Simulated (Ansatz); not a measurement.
Single-point calculation, with input and output: Ti8H2O17 (part 1 of 2)

System: Ti8H2O17 (slab, 27 atoms in the cell).
Method: DFT PBE+D3(BJ), scalar-relativistic, plane waves, PAW, no spin polarisation (Ansatz 0.2.0).

The structure derives from an entry of the Crystallography Open Database. It belongs to a series of runs on one base structure; here: the whole at its places in the relaxed adsorbed structure. Figures and captions count atoms from 1; the log counts them from 0 in places.

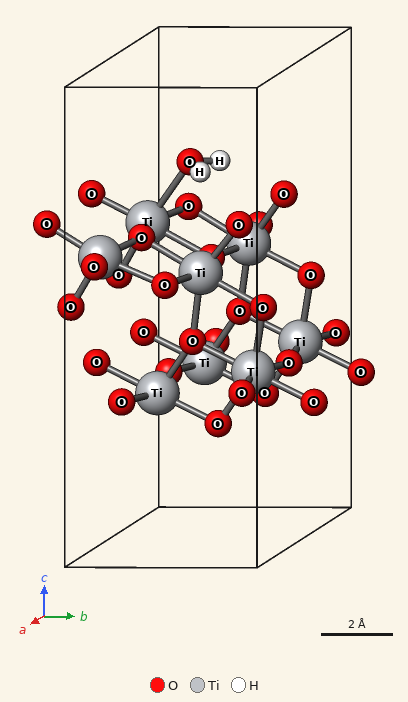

**Figure 1.** The input geometry (ball-and-stick view of the cell of the calculation, with the vacuum cut short, seen slightly off an axis; bonded neighbours outside the cell are drawn too).

Key numbers

```tsv
quantity	value
outcome	converged
electrons treated	200
free energy	−29709.9209 eV
work function, top face	5.61 eV
work function, bottom face	5.68 eV
Fermi energy	−1.524 eV
gap on the k-point mesh	2.09 eV
work function (upper face)	5.61 eV
largest force (length of the vector)	4.503 eV/Å
hardware	8 threads of Intel Xeon @ 2.50GHz (Skylake/Cascade Lake), 192 GiB of memory available, shared host
wall time	14 s (CPU time 1.7 min)
peak memory	2.2 GiB
```

Input file
```yaml
crystal:
  lattice:
    - [7.5747420722, 0.0, 0.0]
    - [-1.8936855181, 5.1466543507, 0.0]
    - [0.0, 0.0, 25.2243571371]
  atoms:
    - { symbol: O, position: [0.1576574043, 0.6306296174, 0.3171537715] }
    - { symbol: O, position: [0.6576574043, 0.6306296174, 0.3171537715] }
    - { symbol: Ti, position: [0.067691746, 0.270766984, 0.3462082272] }
    - { symbol: Ti, position: [0.567691746, 0.270766984, 0.3462082272] }
    - { symbol: O, position: [0.2995803408, 0.1983213634, 0.3520573148] }
    - { symbol: O, position: [0.7995803408, 0.1983213634, 0.3520573148] }
    - { symbol: O, position: [0.4777260876, 0.9109043506, 0.3752626829] }
    - { symbol: O, position: [0.9777260876, 0.9109043506, 0.3752626829] }
    - { symbol: Ti, position: [0.2096146825, 0.83845873, 0.3811117705] }
    - { symbol: Ti, position: [0.7096146825, 0.83845873, 0.3811117705] }
    - { symbol: O, position: [0.1196490241, 0.4785960966, 0.4101662261] }
    - { symbol: O, position: [0.6196490241, 0.4785960966, 0.4101662261] }
    - { symbol: O, position: [0.2222947795, 0.9001607733, 0.4593498404] }
    - { symbol: O, position: [0.7272793156, 0.8994186939, 0.4573568634] }
    - { symbol: Ti, position: [0.1342307905, 0.5334310045, 0.4901055326] }
    - { symbol: Ti, position: [0.6294050201, 0.5256158399, 0.4908301131] }
    - { symbol: O, position: [0.3618562085, 0.4498545886, 0.489579451] }
    - { symbol: O, position: [0.8642866879, 0.4548547281, 0.492635279] }
    - { symbol: O, position: [0.5469350891, 0.1781530667, 0.5258027808] }
    - { symbol: O, position: [0.0410266863, 0.1748195202, 0.5264254864] }
    - { symbol: Ti, position: [0.2673210591, 0.0730679564, 0.523619127] }
    - { symbol: Ti, position: [0.769001588, 0.0717015228, 0.5182900267] }
    - { symbol: O, position: [0.1957473164, 0.7465209941, 0.5519319863] }
    - { symbol: O, position: [0.6788880205, 0.750033135, 0.5504395196] }
    - { symbol: O, position: [0.3308691046, 0.324797885, 0.5989076851] }
    - { symbol: H, position: [0.26062025, 0.444637298, 0.5955039567] }
    - { symbol: H, position: [0.4620213076, 0.4411722145, 0.5965187694] }
basis:
  ecutwfc: 420
kpoints:
  mp_grid: { grid: [2, 3, 1] }
hamiltonian:
  xc: pbe
  dispersion: d3bj
scf:
  occupations: { method: gaussian, width: 0.05 }
output:
  forces: true
  eigenvalues: true
  write_density: true
  volumetric_format: npy
efield:
  axis: 3
  dipole_correction: true
  ramp_width: 0.04
```

Command:
```bash
ansatz run input.yaml --threads 8 --pin off --max-ram 20480MiB --backend cpu --events-out ev --progress --plain --runs-dir out
```

Log
```
Engine: ansatz 0.2.0, x86_64-unknown-linux-gnu
Pseudopotentials: kind: paw
Pseudopotential: O, paw, valence charge 6, recommended cutoff 420 eV (normal), O.paw.azcp
Pseudopotential: Ti, paw, valence charge 12, recommended cutoff 420 eV (normal), Ti.paw.azcp
Pseudopotential: H, paw, valence charge 1, recommended cutoff 420 eV (normal), H.paw.azcp
Functional definition: PBE
  parameter kappa = 0.804
  parameter beta = 0.06672455060314922
  exchange = pbe_x(kappa = kappa, mu = beta*pi^2/3)
  correlation = pbe_c(beta = beta)
Crystal: 27 atoms, lattice volume = 983.361 Å³
Basis set: ecut = 420 eV, 19189 PW (Γ), exchange–correlation on 108×80×360 points (8 copies of the dense FFT grid, shifted against one another)
Bands: 127, of which v1, the nominal top of the filled ones, is band 100 counted from 1 (99 counted from 0)
Symmetry: 1 space group operations
Space group: P1 (ITA 1), of the structure as read, at distance tolerance 9.9e-5 Å
k-points: 4 of 6 (time reversal used)
Non-local potential: O, projectors of the file, l = 0: 2, l = 1: 2, l = 2: 1
Non-local potential: Ti, projectors of the file, l = 0: 3, l = 1: 2, l = 2: 3, l = 3: 1
Non-local potential: H, projectors of the file, l = 0: 2, l = 1: 1
PAW form: soft (Blöchl's): semilocal exchange-correlation on the pseudo side does not see the compensation charge
PAW one-centre angular grid: O, 110 points (default); XC on 64 Gauss nodes
PAW one-centre angular grid: Ti, 590 points (default); XC on 64 Gauss nodes
PAW one-centre angular grid: H, 110 points (default); XC on 64 Gauss nodes
Initial density: superposition of atomic densities (neutral atoms: chi_scale 0, normalization atom), corrected by the library's trained network
Initial wavefunctions: pseudopotential atomic-orbital guess
Functional: x = pbe(κ = 0.804, μ = 0.2195149727645171), c = pbe(β = 0.06672455060314922)
SCF iter   1: F=—  HF=-29709.910009 eV  |F-HF|=—  |Δ(HF+E_count)|=         —  Δρ=2.89e-3  dr2=7.01e-2  ethr=1.77e-3  p=0.058 e·Å  D=1.07e-2 V/Å  ΔV_dip=-0.27 eV  dr2_dipole=2.81e-3  V_vac-E_F(+/−)=5.41/5.67 eV  ⟨swp⟩=6.0  Hψ=2032  notcnv=0  defer=2
efield: sawtooth ramp at fractional position 0.9380 (placed from the atoms, in the widest stretch of the axis that holds none; the zero of the levels goes with the place), width 0.0400; the density the first Hamiltonian is built on has a dipole p = 0.058 e·Å; the dipole correction subtracts the counter field D = 1.07e-2 V/Å, which shifts the + side's vacuum level by -0.27 eV against the − side's; the planar-averaged density in the ramp window peaks in size at 5.5e-6 e/Å³
preconditioner: auto → Resta (q_TF=auto, 2.092 Å⁻¹)  ε∞=3.1  [insulator: Δε(μ)=2.061 eV  Ē_g=9.598 eV  σ=0.050 eV  W_gap=1.00  n_scr=152 (ndim 8)  ℏωp=13.8 eV  f_vac=0.669  D(μ)=0.00/eV (n_scr^D=0)  ε∞_Penn≈3.1  vacuum switching on, ρ_ref=6.7e-3 e/Å³]
SCF iter   2: F=—  HF=-29709.923844 eV  |F-HF|=—  |Δ(HF+E_count)|=   1.38e-2  Δρ=2.37e-3  dr2=5.69e-2  ethr=3.51e-5  p=0.020 e·Å  D=3.61e-3 V/Å  ΔV_dip=-0.09 eV  dr2_dipole=1.44e-3  V_vac-E_F(+/−)=5.57/5.66 eV  ⟨swp⟩=2.0  Hψ=874  notcnv=0  defer=78
SCF iter   3: F=—  HF=-29709.917728 eV  |F-HF|=—  |Δ(HF+E_count)|=   6.12e-3  Δρ=1.01e-3  dr2=6.03e-3  ethr=2.85e-5  p=0.031 e·Å  D=5.77e-3 V/Å  ΔV_dip=-0.15 eV  dr2_dipole=2.09e-4  V_vac-E_F(+/−)=5.53/5.67 eV  ⟨swp⟩=2.2  Hψ=667  notcnv=0  defer=78
SCF iter   4: F=—  HF=-29709.920370 eV  |F-HF|=—  |Δ(HF+E_count)|=   2.64e-3  Δρ=6.51e-4  dr2=4.36e-3  ethr=3.02e-6  p=0.020 e·Å  D=3.69e-3 V/Å  ΔV_dip=-0.09 eV  dr2_dipole=1.48e-7  V_vac-E_F(+/−)=5.58/5.67 eV  ⟨swp⟩=2.2  Hψ=652  notcnv=0  defer=78
SCF iter   5: F=—  HF=-29709.920265 eV  |F-HF|=—  |Δ(HF+E_count)|=   1.05e-4  Δρ=1.30e-4  dr2=1.23e-4  ethr=2.18e-6  p=0.017 e·Å  D=3.10e-3 V/Å  ΔV_dip=-0.08 eV  dr2_dipole=1.80e-7  V_vac-E_F(+/−)=5.60/5.68 eV  ⟨swp⟩=2.0  Hψ=627  notcnv=0  defer=78
SCF iter   6: F=—  HF=-29709.920307 eV  |F-HF|=—  |Δ(HF+E_count)|=   4.25e-5  Δρ=7.07e-5  dr2=4.18e-5  ethr=6.16e-8  p=0.016 e·Å  D=3.02e-3 V/Å  ΔV_dip=-0.08 eV  dr2_dipole=4.55e-8  V_vac-E_F(+/−)=5.60/5.68 eV  ⟨swp⟩=3.5  Hψ=845  notcnv=0  defer=78
SCF iter   7: F=—  HF=-29709.920856 eV  |F-HF|=—  |Δ(HF+E_count)|=   5.49e-4  Δρ=3.36e-5  dr2=9.89e-6  ethr=2.09e-8  p=0.016 e·Å  D=2.96e-3 V/Å  ΔV_dip=-0.07 eV  dr2_dipole=6.74e-8  V_vac-E_F(+/−)=5.60/5.68 eV  ⟨swp⟩=2.5  Hψ=810  notcnv=0  defer=39
SCF iter   8: F=—  HF=-29709.920860 eV  |F-HF|=—  |Δ(HF+E_count)|=   4.06e-6  Δρ=1.41e-5  dr2=1.65e-6  ethr=4.94e-9  p=0.016 e·Å  D=2.91e-3 V/Å  ΔV_dip=-0.07 eV  dr2_dipole=1.60e-8  V_vac-E_F(+/−)=5.61/5.68 eV  ⟨swp⟩=2.0  Hψ=643  notcnv=0  defer=39
SCF iter   9: F=—  HF=-29709.920862 eV  |F-HF|=—  |Δ(HF+E_count)|=   1.55e-6  Δρ=1.10e-5  dr2=1.32e-6  ethr=8.24e-10  p=0.016 e·Å  D=2.89e-3 V/Å  ΔV_dip=-0.07 eV  dr2_dipole=4.97e-8  V_vac-E_F(+/−)=5.61/5.68 eV  ⟨swp⟩=3.0  Hψ=689  notcnv=0  defer=39
SCF iter  10: F=-29709.920862 eV  HF=-29709.920862 eV  |F-HF|=6.88e-8  |Δ(HF+E_count)|=   2.48e-7  Δρ=2.85e-6  dr2=5.78e-8  ethr=5.00e-11  p=0.016 e·Å  D=2.88e-3 V/Å  ΔV_dip=-0.07 eV  dr2_dipole=2.30e-10  V_vac-E_F(+/−)=5.61/5.68 eV  ⟨swp⟩=10.2  Hψ=2492  notcnv=0
SCF 1 converged in 10 iterations: F = -29709.920862 eV  dr2 = 5.78e-8
  greatest PAW one-centre occupation: 0.999 electrons in one spin orbital (limit 2), on the Ti atom at site 9 (counted from 0), in its partial waves of l = 0
```

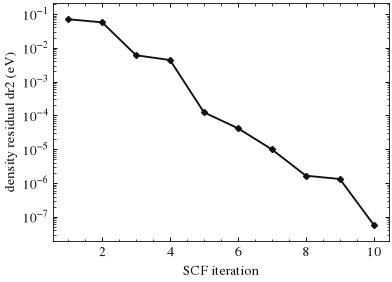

**Figure 2.** Convergence of the self-consistent field: density residual dr2 against the SCF iteration. The residual falls at every step.

```
SCF converged after 10 iterations
Free energy (F): -29709.920862 eV
Harris-Foulkes:  -29709.920862 eV  (|F-HF|=6.88e-8)
Internal energy: -29709.920862 eV  (E = F + TS)
E sigma→0 (E₀):  -29709.920862 eV
Fermi energy:    -1.524282 eV
Dipole field:    D = 0.002866 V/Å  (p = 0.015576 e·Å, saw-weighted, corrected)
Work function:   Φ+ = 5.6074 eV   Φ− = 5.6797 eV
Levels:          The Fermi level and band energies are counted from a zero that moves with the ramp; work functions are not
--- Per-component energies (eV) ---
  E_band       = -3819.674337
  E_kinetic    = 5168.211525
  E_local      = -214484.088544  (includes V_loc(G=0)·N_el)
  E_nonlocal   = 841.740301
  E_hartree    = 104598.070793
  E_xc         = -2053.789987
  E_vxc        = -2600.897397  (∫ρ·V_xc dr)
  E_paw        = -11047.066634  (= ΣΔE_a)
  E_vpaw       = -1941.073255  (= ΣTr[D̂ρ^β])
  E_aug_tail   = 0.040176  (compensation charges beyond the density's cutoff)
  E_efield     = 0.000022  (sawtooth field / dipole correction)
  E_vefield    = 0.239649  (∫n·V_field dr)
  E_ewald      = 87270.937972
  E_disp       = -3.976486  (pairwise vdW)
  E_smearing   = -0.000000  (= −TS)
  E_closure    = 0.000000  (closes the sum)
  Σ components = -29709.920862   (vs F -29709.920862, Δ=0.00e0)
--- Forces (eV/Å), atoms counted from 1 ---
  atom   1  O     -0.00118170    -1.55818287     1.10714642
  atom   2  O      0.00190565    -1.60302967     1.08758820
  atom   3  Ti     0.00914294     3.98732016     2.00721420
  atom   4  Ti    -0.01081305     4.02968612     2.01027383
  atom   5  O     -0.00315833     0.20573924    -1.08912118
  atom   6  O      0.00389485     0.21358693    -1.08766314
  atom   7  O     -0.01834079     0.33164896     0.08687911
  atom   8  O      0.01717151     0.34981035     0.01260273
  atom   9  Ti    -0.02912253    -2.05822713    -1.66735085
  atom  10  Ti     0.02362857    -2.19769441    -2.31886454
  atom  11  O     -0.05757203    -0.83509260    -0.09729531
  atom  12  O      0.05794258    -0.86311664    -0.05075053
  atom  13  O      0.00411352    -0.01706379    -0.01003616
  atom  14  O      0.01249776     0.00871422     0.00571548
  atom  15  Ti     0.00838896     0.01820999    -0.00057526
  atom  16  Ti    -0.00734239    -0.01358521    -0.00348532
  atom  17  O     -0.01461102     0.00308399    -0.00074185
  atom  18  O      0.00640121     0.00194808    -0.00031936
  atom  19  O      0.01171605     0.00417501    -0.00350475
  atom  20  O     -0.00034501    -0.00972897     0.01347924
  atom  21  Ti    -0.01323942    -0.00220900     0.01995663
  atom  22  Ti     0.01174267    -0.00566825    -0.01372452
  atom  23  O     -0.00075221     0.01213664    -0.00048815
  atom  24  O     -0.00023600     0.00237503    -0.00101874
  atom  25  O     -0.03004873    -0.01635833    -0.00380668
  atom  26  H      0.00141111    -0.00187140     0.00410988
  atom  27  H      0.01681789     0.01342016    -0.00611610
  max |Σ_I F_I| component: 1.03e-4 eV/Å
--- Band table (eV) ---
  k-point 0: bands = ["-59.3107", "-59.3060", "-59.1499", "-59.1416", "-59.0859", "-58.9952", "-58.8616", "-58.8531", "-35.6723", "-35.6678", "-35.6454", "-35.6357", "-35.6012", "-35.5337", "-35.5196", "-35.5076", "-35.4829", "-35.4261", "-35.4009", "-35.3954", "-35.3702", "-35.3694", "-35.2939", "-35.2428", "-35.1921", "-35.1736", "-35.1722", "-35.1366", "-35.1316", "-35.1192", "-35.0593", "-35.0468", "-22.3094", "-20.1902", "-19.9074", "-19.6684", "-19.3627", "-19.2303", "-19.1705", "-19.1157", "-18.9585", "-18.9493", "-18.8804", "-18.8506", "-18.8129", "-18.6172", "-18.5124", "-17.7580", "-17.7429", "-9.9129", "-7.2484", "-7.2312", "-7.0291", "-7.0030", "-6.9584", "-6.8655", "-6.7931", "-6.6563", "-6.5680", "-6.5602", "-6.4700", "-6.4291", "-6.3018", "-6.2707", "-6.1484", "-6.0612", "-5.9845", "-5.7674", "-5.7237", "-5.5668", "-5.3237", "-5.2249", "-5.1903", "-5.0786", "-5.0512", "-5.0281", "-4.9311", "-4.7841", "-4.7471", "-4.6096", "-4.5931", "-4.5529", "-4.5001", "-4.3009", "-4.1510", "-4.0356", "-4.0165", "-3.7951", "-3.7643", "-3.6946", "-3.6006", "-3.5396", "-3.4932", "-3.4265", "-3.2645", "-3.1009", "-2.8852", "-2.8779", "-2.7869", "-2.5692", "-0.4794", "0.1181", "0.1761", "0.2477", "0.2927", "0.4169", "0.5672", "0.5823", "0.6687", "0.7189", "0.8395", "0.8489", "0.9309", "0.9445", "1.0784", "1.0907", "1.1283", "1.2266", "1.2868", "1.4163", "1.4601", "1.5271", "1.6927", "1.8192", "1.9306", "2.0546", "2.3376"]
```
